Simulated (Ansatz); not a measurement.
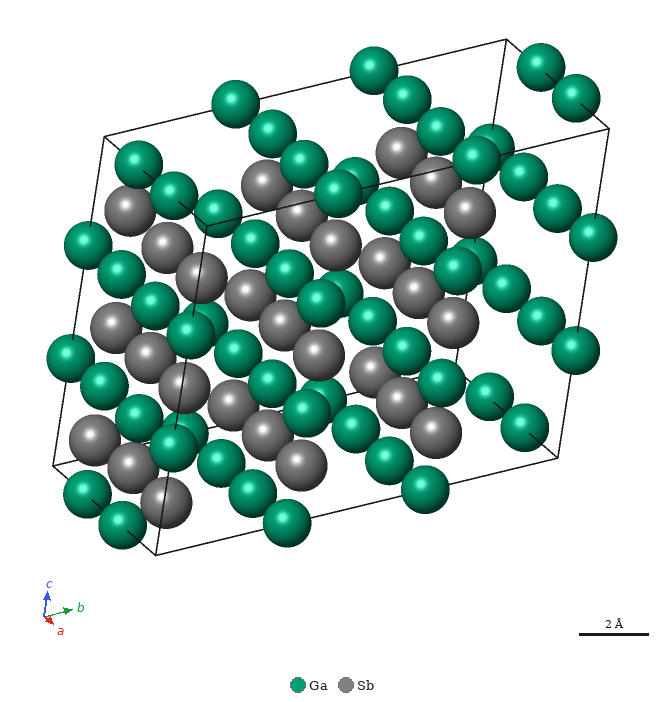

*The structure as given in the input (spheres-only view of the cell of the calculation, seen slightly off an axis). An atom can appear more than once, as a periodic image.*

# Ga26Sb27: single-point calculation (part 1 of 2)

Ga26Sb27 (defect cell, 53 atoms in the cell), computed with DFT PBE, scalar-relativistic, plane waves, PAW, spin-polarised (Ansatz 0.2.0).

The structure derives from an entry of the Crystallography Open Database.

Input:
```yaml
crystal:
  lattice:
    - [0.0, 9.177, 9.177]
    - [9.177, 0.0, 9.177]
    - [9.177, 9.177, 0.0]
  atoms:
    - { symbol: Ga, position: [0.0019121931, 0.0024592609, 0.3261487764] }
    - { symbol: Ga, position: [0.0023129518, 0.0017822188, 0.6695516148] }
    - { symbol: Ga, position: [0.0022069235, 0.3260395207, 0.0024755318] }
    - { symbol: Ga, position: [0.0006315378, 0.3332857883, 0.3332075108] }
    - { symbol: Ga, position: [0.0026935416, 0.3249750634, 0.6701966171] }
    - { symbol: Ga, position: [0.0018785867, 0.6699480469, 0.0023416701] }
    - { symbol: Ga, position: [0.0023711252, 0.6695549217, 0.3261641685] }
    - { symbol: Ga, position: [-0.0003817001, 0.6663373608, 0.6667804819] }
    - { symbol: Ga, position: [0.3255527374, 0.002599482, 0.0019022273] }
    - { symbol: Ga, position: [0.3333886066, 0.000491273, 0.332987799] }
    - { symbol: Ga, position: [0.3259894588, 0.0020693618, 0.6695572421] }
    - { symbol: Ga, position: [0.333455204, 0.3335040532, -3.16896e-05] }
    - { symbol: Ga, position: [0.3335767007, 0.3333828508, 0.3332142595] }
    - { symbol: Ga, position: [0.3329788327, 0.3328733815, 0.667067336] }
    - { symbol: Ga, position: [0.3254850188, 0.6700575188, 0.0024717256] }
    - { symbol: Ga, position: [0.3329688266, 0.6673412976, 0.3326463802] }
    - { symbol: Ga, position: [0.3327256268, 0.6673245544, 0.6670012035] }
    - { symbol: Ga, position: [0.6693852597, 0.0022194786, 0.0016036023] }
    - { symbol: Ga, position: [0.6699450053, 0.0020934391, 0.3257963708] }
    - { symbol: Ga, position: [0.6664845884, -0.0007247474, 0.6670656172] }
    - { symbol: Ga, position: [0.6699950033, 0.325595356, 0.0021227382] }
    - { symbol: Ga, position: [0.6676198598, 0.3325036331, 0.3327910177] }
    - { symbol: Ga, position: [0.6674903523, 0.332754824, 0.6670490512] }
    - { symbol: Ga, position: [0.6665800977, 0.6664871473, -0.0003893755] }
    - { symbol: Ga, position: [0.6673915165, 0.6672354622, 0.3326157564] }
    - { symbol: Ga, position: [0.6666072373, 0.666464973, 0.6669889784] }
    - { symbol: Sb, position: [0.0751452935, 0.0755237281, 0.0759186404], spin: 0.08 }
    - { symbol: Sb, position: [0.0831025278, 0.0829492575, 0.4169744256] }
    - { symbol: Sb, position: [0.0755277973, 0.0744912445, 0.7736133174], spin: 0.08 }
    - { symbol: Sb, position: [0.0831475435, 0.4172955625, 0.0828883438] }
    - { symbol: Sb, position: [0.0832702897, 0.4166181192, 0.4175804539] }
    - { symbol: Sb, position: [0.0827163318, 0.4154593307, 0.7509606061] }
    - { symbol: Sb, position: [0.0751810134, 0.7726695805, 0.0760624313], spin: 0.07 }
    - { symbol: Sb, position: [0.0826534173, 0.750741052, 0.4160654795] }
    - { symbol: Sb, position: [0.0824134267, 0.7502160493, 0.7508337932] }
    - { symbol: Sb, position: [0.416621544, 0.0831727999, 0.0826150541] }
    - { symbol: Sb, position: [0.4172361294, 0.083015936, 0.4169283104] }
    - { symbol: Sb, position: [0.4157213352, 0.0825819634, 0.7506270824] }
    - { symbol: Sb, position: [0.4171230439, 0.4172816091, 0.0828693472] }
    - { symbol: Sb, position: [0.4170171181, 0.4168256617, 0.4165828693] }
    - { symbol: Sb, position: [0.4169748257, 0.4167514995, 0.749640295] }
    - { symbol: Sb, position: [0.4157630717, 0.7510149497, 0.0823908712] }
    - { symbol: Sb, position: [0.4168520338, 0.7499883876, 0.416576704] }
    - { symbol: Sb, position: [0.4157961274, 0.7504879669, 0.751033331] }
    - { symbol: Sb, position: [0.7720625683, 0.0751714452, 0.0758513591], spin: 0.08 }
    - { symbol: Sb, position: [0.7504549158, 0.0821937825, 0.4164692133] }
    - { symbol: Sb, position: [0.7507009552, 0.0823944443, 0.7502460986] }
    - { symbol: Sb, position: [0.7506581448, 0.415813492, 0.0825155582] }
    - { symbol: Sb, position: [0.7501349005, 0.4166903474, 0.4165461227] }
    - { symbol: Sb, position: [0.7511215452, 0.4156319409, 0.7507842415] }
    - { symbol: Sb, position: [0.7503872027, 0.7505739355, 0.0823055885] }
    - { symbol: Sb, position: [0.7507303372, 0.7504882868, 0.4162972156] }
    - { symbol: Sb, position: [0.7499191363, 0.7495741924, 0.7500524709] }
magnetization:
  spin_polarized: true
basis:
  ecutwfc: 420
  fft_grid_basis: typed
kpoints:
  mp_grid: { grid: [1, 1, 1] }
hamiltonian:
  xc: pbe
  pseudopotentials: { kind: paw }
scf:
  occupations: { method: gaussian, width: 0.05 }
output:
  forces: true
  stress: false
  eigenvalues: true
  bader: true
  write_density: true
  volumetric_format: npy
  populations: true
```

Run on 8 threads of Arm Neoverse V2, 24 GiB of memory available, shared host.

Command:
```bash
ansatz run input.yaml --threads 8 --pin off --max-ram 16384MiB --backend cpu --events-out ev --progress --plain --runs-dir out
```

What the program printed:
```
Engine: ansatz 0.2.0, aarch64-unknown-linux-gnu
Pseudopotentials: kind: paw
Pseudopotential: Ga, paw, valence charge 13, recommended cutoff 420 eV (normal), Ga.paw.azcp
Pseudopotential: Sb, paw, valence charge 15, recommended cutoff 420 eV (normal), Sb.paw.azcp
Functional definition: PBE
  parameter kappa = 0.804
  parameter beta = 0.06672455060314922
  exchange = pbe_x(kappa = kappa, mu = beta*pi^2/3)
  correlation = pbe_c(beta = beta)
Crystal: 53 atoms, lattice volume = 1545.725 Å³
Basis set: ecut = 420 eV, 30395 PW (Γ), exchange–correlation on 180×180×180 points (8 copies of the dense FFT grid, shifted against one another)
Bands: 446, of which v1, the nominal top of the filled ones, is band 372 counted from 1 (371 counted from 0)
Symmetry: 1 space group operations
Space group: P1 (ITA 1), of the structure as read, at distance tolerance 1.2e-4 Å
Magnetic group: BNS 1.1 (UNI 1), of the structure as read, at distance tolerance 1.2e-4 Å
k-points: 1
Non-local potential: Ga, projectors of the file, l = 0: 2, l = 1: 2, l = 2: 3, l = 3: 1
Non-local potential: Sb, projectors of the file, l = 0: 2, l = 1: 2, l = 2: 2, l = 3: 2
PAW form: soft (Blöchl's): semilocal exchange-correlation on the pseudo side does not see the compensation charge
PAW one-centre angular grid: Ga, 590 points (default); XC on 64 Gauss nodes
PAW one-centre angular grid: Sb, 590 points (default); XC on 64 Gauss nodes
Initial density: superposition of atomic densities (chi_scale 0.1, normalization cell)
Starting moments: Σ|m| = 0.31 μB on 4 of 53 sites
Initial wavefunctions: pseudopotential atomic-orbital guess
Functional: x = pbe(κ = 0.804, μ = 0.2195149727645171), c = pbe(β = 0.06672455060314922)
iter 1 solved again at ethr=1.57e-3 eV; its pass at ethr=3.10e-3 eV (dr2=1.17e1 eV) is discarded
SCF iter   1: F=—  HF=-273432.588719 eV  |F-HF|=—  |Δ(HF+E_count)|=         —  Δρ=1.42e-2 (↑1.42e-2 ↓1.41e-2)  dr2=1.17e1  dr2_m=1.75e-2  M=0.233 μB ∫|m|=0.235 μB  β_m=0.30  ethr=1.57e-3  ⟨swp⟩=3.0  Hψ=4306  notcnv=0
preconditioner: auto → Kerker (q_TF=auto, 2.415 Å⁻¹)  [metal: Δε(μ)=0.015 eV  Ē_g=13.264 eV  σ=0.050 eV  W_gap=0.17  n_scr=338 (ndim 8)  ℏωp=20.5 eV  f_vac=0.007  D(μ)=80.53/eV (n_scr^D=748)]
spin=Collinear: Kerker preconditioning applied to the charge; magnetization (m = ρ↑ − ρ↓) channel mixes plain (no charge-response kernel on spin).
SCF iter   2: F=—  HF=-273431.973377 eV  |F-HF|=—  |Δ(HF+E_count)|=   6.15e-1  Δρ=1.13e-2 (↑1.13e-2 ↓1.12e-2)  dr2=7.72e0  dr2_m=8.70e-3  M=0.240 μB ∫|m|=0.243 μB  β_m=0.30  ethr=1.57e-3  ⟨swp⟩=1.0  Hψ=892  notcnv=0
SCF iter   3: F=—  HF=-273431.196835 eV  |F-HF|=—  |Δ(HF+E_count)|=   7.77e-1  Δρ=2.55e-3 (↑2.46e-3 ↓2.55e-3)  dr2=8.51e-1  dr2_m=4.40e-3  M=0.230 μB ∫|m|=0.234 μB  β_m=0.30  ethr=1.04e-3  ⟨swp⟩=5.5  Hψ=1539  notcnv=0
SCF iter   4: F=—  HF=-273431.160665 eV  |F-HF|=—  |Δ(HF+E_count)|=   3.62e-2  Δρ=1.91e-3 (↑1.85e-3 ↓1.91e-3)  dr2=3.87e-1  dr2_m=2.19e-3  M=0.252 μB ∫|m|=0.255 μB  β_m=0.30  ethr=1.15e-4  ⟨swp⟩=2.0  Hψ=1530  notcnv=0  defer=116
SCF iter   5: F=—  HF=-273431.294943 eV  |F-HF|=—  |Δ(HF+E_count)|=   1.34e-1  Δρ=1.11e-3 (↑1.11e-3 ↓1.09e-3)  dr2=8.40e-2  dr2_m=1.08e-3  M=0.270 μB ∫|m|=0.274 μB  β_m=0.30  ethr=5.20e-5  ⟨swp⟩=2.0  Hψ=1018  notcnv=0  defer=116
SCF iter   6: F=—  HF=-273431.356873 eV  |F-HF|=—  |Δ(HF+E_count)|=   6.19e-2  Δρ=5.83e-4 (↑5.83e-4 ↓5.15e-4)  dr2=1.20e-2  dr2_m=5.35e-4  M=0.286 μB ∫|m|=0.290 μB  β_m=0.30  ethr=1.13e-5  ⟨swp⟩=2.0  Hψ=1278  notcnv=0  defer=116
SCF iter   7: F=—  HF=-273431.375700 eV  |F-HF|=—  |Δ(HF+E_count)|=   1.88e-2  Δρ=2.45e-4 (↑2.14e-4 ↓2.45e-4)  dr2=1.92e-3  dr2_m=2.70e-4  M=0.301 μB ∫|m|=0.305 μB  β_m=0.30  ethr=1.62e-6  ⟨swp⟩=2.0  Hψ=1548  notcnv=0  defer=116
SCF iter   8: F=—  HF=-273431.377862 eV  |F-HF|=—  |Δ(HF+E_count)|=   2.16e-3  Δρ=1.78e-4 (↑1.41e-4 ↓1.78e-4)  dr2=1.13e-3  dr2_m=1.38e-4  M=0.317 μB ∫|m|=0.322 μB  β_m=1.00  ethr=2.59e-7  ⟨swp⟩=2.0  Hψ=991  notcnv=0  defer=116
SCF iter   9: F=—  HF=-273431.378525 eV  |F-HF|=—  |Δ(HF+E_count)|=   6.63e-4  Δρ=5.61e-5 (↑5.12e-5 ↓5.61e-5)  dr2=2.77e-4  dr2_m=1.63e-5  M=0.375 μB ∫|m|=0.380 μB  β_m=1.00  ethr=1.53e-7  ⟨swp⟩=2.0  Hψ=1522  notcnv=0  defer=116
SCF iter  10: F=—  HF=-273431.378586 eV  |F-HF|=—  |Δ(HF+E_count)|=   6.13e-5  Δρ=5.18e-5 (↑4.70e-5 ↓5.18e-5)  dr2=2.10e-4  dr2_m=2.25e-5  M=0.441 μB ∫|m|=0.448 μB  β_m=1.00  ethr=3.73e-8  ⟨swp⟩=2.0  Hψ=919  notcnv=0  defer=116
SCF iter  11: F=—  HF=-273431.378755 eV  |F-HF|=—  |Δ(HF+E_count)|=   1.69e-4  Δρ=5.52e-5 (↑4.86e-5 ↓5.52e-5)  dr2=1.06e-4  dr2_m=3.08e-5  M=0.518 μB ∫|m|=0.526 μB  β_m=1.00  ethr=2.82e-8  ⟨swp⟩=2.0  Hψ=1142  notcnv=0  defer=116
SCF iter  12: F=—  HF=-273431.378867 eV  |F-HF|=—  |Δ(HF+E_count)|=   1.11e-4  Δρ=5.84e-5 (↑5.22e-5 ↓5.84e-5)  dr2=1.56e-5  dr2_m=4.15e-5  M=0.607 μB ∫|m|=0.616 μB  β_m=1.00  ethr=1.42e-8  ⟨swp⟩=2.0  Hψ=1284  notcnv=0  defer=116
SCF iter  13: F=—  HF=-273431.379640 eV  |F-HF|=—  |Δ(HF+E_count)|=   7.74e-4  Δρ=6.32e-5 (↑6.16e-5 ↓6.32e-5)  dr2=3.96e-6  dr2_m=5.45e-5  M=0.708 μB ∫|m|=0.720 μB  β_m=1.00  ethr=2.10e-9  ⟨swp⟩=3.0  Hψ=1606  notcnv=0  defer=118
SCF iter  14: F=—  HF=-273431.379847 eV  |F-HF|=—  |Δ(HF+E_count)|=   2.07e-4  Δρ=7.08e-5 (↑6.96e-5 ↓7.08e-5)  dr2=3.67e-6  dr2_m=6.95e-5  M=0.823 μB ∫|m|=0.837 μB  β_m=1.00  ethr=5.33e-10  ⟨swp⟩=3.0  Hψ=1715  notcnv=0  defer=118
SCF iter  15: F=—  HF=-273431.380104 eV  |F-HF|=—  |Δ(HF+E_count)|=   2.57e-4  Δρ=7.88e-5 (↑7.70e-5 ↓7.88e-5)  dr2=4.39e-6  dr2_m=8.55e-5  M=0.950 μB ∫|m|=0.966 μB  β_m=1.00  ethr=4.93e-10  ⟨swp⟩=3.0  Hψ=1740  notcnv=0  defer=118
SCF iter  16: F=—  HF=-273431.380414 eV  |F-HF|=—  |Δ(HF+E_count)|=   3.11e-4  Δρ=8.61e-5 (↑8.34e-5 ↓8.61e-5)  dr2=8.22e-6  dr2_m=1.01e-4  M=1.088 μB ∫|m|=1.107 μB  β_m=1.00  ethr=4.93e-10  ⟨swp⟩=3.0  Hψ=1740  notcnv=0  defer=118
SCF iter  17: F=—  HF=-273431.380773 eV  |F-HF|=—  |Δ(HF+E_count)|=   3.59e-4  Δρ=9.11e-5 (↑8.82e-5 ↓9.11e-5)  dr2=1.25e-5  dr2_m=1.12e-4  M=1.233 μB ∫|m|=1.254 μB  β_m=1.00  ethr=4.93e-10  ⟨swp⟩=3.0  Hψ=1740  notcnv=0  defer=118
SCF iter  18: F=—  HF=-273431.381164 eV  |F-HF|=—  |Δ(HF+E_count)|=   3.90e-4  Δρ=9.45e-5 (↑8.88e-5 ↓9.45e-5)  dr2=1.93e-5  dr2_m=1.17e-4  M=1.379 μB ∫|m|=1.404 μB  β_m=1.00  ethr=4.93e-10  ⟨swp⟩=3.5  Hψ=1741  notcnv=0  defer=118
SCF iter  19: F=—  HF=-273431.381564 eV  |F-HF|=—  |Δ(HF+E_count)|=   4.00e-4  Δρ=9.63e-5 (↑8.82e-5 ↓9.63e-5)  dr2=5.86e-5  dr2_m=1.13e-4  M=1.522 μB ∫|m|=1.551 μB  β_m=1.00  ethr=4.93e-10  ⟨swp⟩=4.0  Hψ=1742  notcnv=0  defer=118
SCF iter  20: F=—  HF=-273431.381936 eV  |F-HF|=—  |Δ(HF+E_count)|=   3.72e-4  Δρ=9.29e-5 (↑8.41e-5 ↓9.29e-5)  dr2=8.55e-5  dr2_m=9.89e-5  M=1.655 μB ∫|m|=1.687 μB  β_m=1.00  ethr=4.93e-10  ⟨swp⟩=4.0  Hψ=1742  notcnv=0  defer=118
SCF iter  21: F=—  HF=-273431.382255 eV  |F-HF|=—  |Δ(HF+E_count)|=   3.19e-4  Δρ=8.88e-5 (↑7.88e-5 ↓8.88e-5)  dr2=1.32e-4  dr2_m=7.94e-5  M=1.773 μB ∫|m|=1.809 μB  β_m=1.00  ethr=4.93e-10  ⟨swp⟩=3.0  Hψ=1740  notcnv=0  defer=118
SCF iter  22: F=—  HF=-273431.382504 eV  |F-HF|=—  |Δ(HF+E_count)|=   2.49e-4  Δρ=8.49e-5 (↑7.36e-5 ↓8.49e-5)  dr2=1.93e-4  dr2_m=5.81e-5  M=1.872 μB ∫|m|=1.912 μB  β_m=1.00  ethr=4.93e-10  ⟨swp⟩=3.0  Hψ=1740  notcnv=0  defer=118
SCF iter  23: F=—  HF=-273431.382677 eV  |F-HF|=—  |Δ(HF+E_count)|=   1.73e-4  Δρ=7.97e-5 (↑6.85e-5 ↓7.97e-5)  dr2=2.38e-4  dr2_m=3.89e-5  M=1.953 μB ∫|m|=1.995 μB  β_m=0.30  ethr=4.93e-10  ⟨swp⟩=3.0  Hψ=1723  notcnv=0  defer=118
Mixer restart at iter 23: flushing history
spin-set hold released at iteration 23 (site moments' squared step at or under half its running peak, from the soft ceiling on): the magnetisation degrees of freedom join the quasi-Newton model from the next iteration; the mixer history was flushed
SCF iter  24: F=—  HF=-273431.382684 eV  |F-HF|=—  |Δ(HF+E_count)|=   7.12e-6  Δρ=6.66e-5 (↑5.89e-5 ↓6.66e-5)  dr2=1.46e-4  dr2_m=3.16e-5  M=1.969 μB ∫|m|=2.012 μB  β_m=0.63  ethr=4.93e-10  ⟨swp⟩=2.5  Hψ=1516  notcnv=0  defer=118
SCF iter  25: F=—  HF=-273431.382776 eV  |F-HF|=—  |Δ(HF+E_count)|=   9.14e-5  Δρ=3.03e-5 (↑3.03e-5 ↓2.72e-5)  dr2=8.94e-6  dr2_m=1.07e-5  M=2.042 μB ∫|m|=2.089 μB  β_m=0.75  ethr=4.93e-10  ⟨swp⟩=3.5  Hψ=1738  notcnv=0  defer=118
SCF iter  26: F=—  HF=-273431.382817 eV  |F-HF|=—  |Δ(HF+E_count)|=   4.11e-5  Δρ=1.98e-5 (↑1.94e-5 ↓1.98e-5)  dr2=3.77e-6  dr2_m=5.12e-6  M=2.079 μB ∫|m|=2.128 μB  β_m=0.85  ethr=4.93e-10  ⟨swp⟩=3.0  Hψ=1698  notcnv=0  defer=118
SCF iter  27: F=—  HF=-273431.382849 eV  |F-HF|=—  |Δ(HF+E_count)|=   3.23e-5  Δρ=7.54e-6 (↑7.54e-6 ↓6.69e-6)  dr2=3.84e-7  dr2_m=6.73e-7  M=2.132 μB ∫|m|=2.183 μB  β_m=0.92  ethr=4.93e-10  ⟨swp⟩=3.0  Hψ=1714  notcnv=0  defer=118
SCF iter  28: F=—  HF=-273431.382854 eV  |F-HF|=—  |Δ(HF+E_count)|=   4.41e-6  Δρ=1.57e-6 (↑1.57e-6 ↓1.29e-6)  dr2=1.16e-7  dr2_m=1.22e-8  M=2.155 μB ∫|m|=2.208 μB  β_m=0.96  ethr=5.17e-11  ⟨swp⟩=3.0  Hψ=1739  notcnv=0  defer=118
SCF iter  29: F=—  HF=-273431.382854 eV  |F-HF|=—  |Δ(HF+E_count)|=   8.38e-8  Δρ=6.33e-7 (↑6.33e-7 ↓6.14e-7)  dr2=2.89e-8  dr2_m=1.47e-9  M=2.157 μB ∫|m|=2.209 μB  β_m=0.88  ethr=1.35e-11  ⟨swp⟩=12.0  Hψ=3902  notcnv=0
SCF iter  30: F=-273431.382854 eV  HF=-273431.382854 eV  |F-HF|=1.41e-8  |Δ(HF+E_count)|=   9.72e-9  Δρ=3.83e-7 (↑3.83e-7 ↓3.61e-7)  dr2=1.69e-8  dr2_m=3.32e-10  M=2.157 μB ∫|m|=2.209 μB  ethr=3.88e-12  ⟨swp⟩=3.0  Hψ=2117  notcnv=0
SCF 1 converged in 30 iterations: F = -273431.382854 eV  dr2 = 1.69e-8
  greatest PAW one-centre occupation: 0.996 electrons in one spin orbital (limit 2), on the Sb atom at site 28 (counted from 0), in its partial waves of l = 2
```

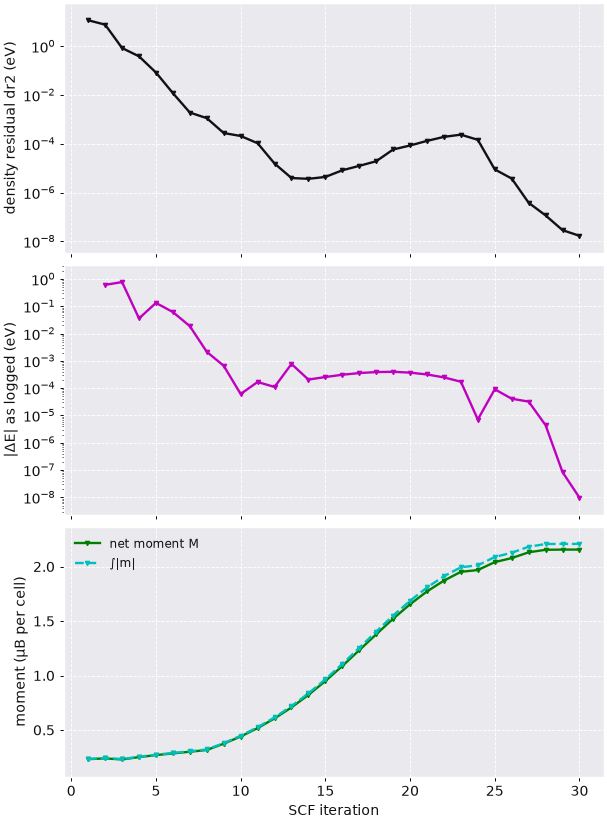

*Convergence of the self-consistent field: density residual dr2, size of the energy change and magnetic moment against the SCF iteration.*

The residual comes down, with one marked jump up, by a factor of about 3, at step 19. The net moment goes from 0.2 to 2.2 μB per cell.

```
SCF converged after 30 iterations
Magnetization: 2.1570 μB (372.5785 up, 370.4215 down)
Absolute magnetization: 2.2046 μB (∫|ρ↑−ρ↓|, with the PAW one-centre terms)
Spin contamination: 0.0487 ħ² per cell (⟨S²⟩ above its minimum at these occupations)
```
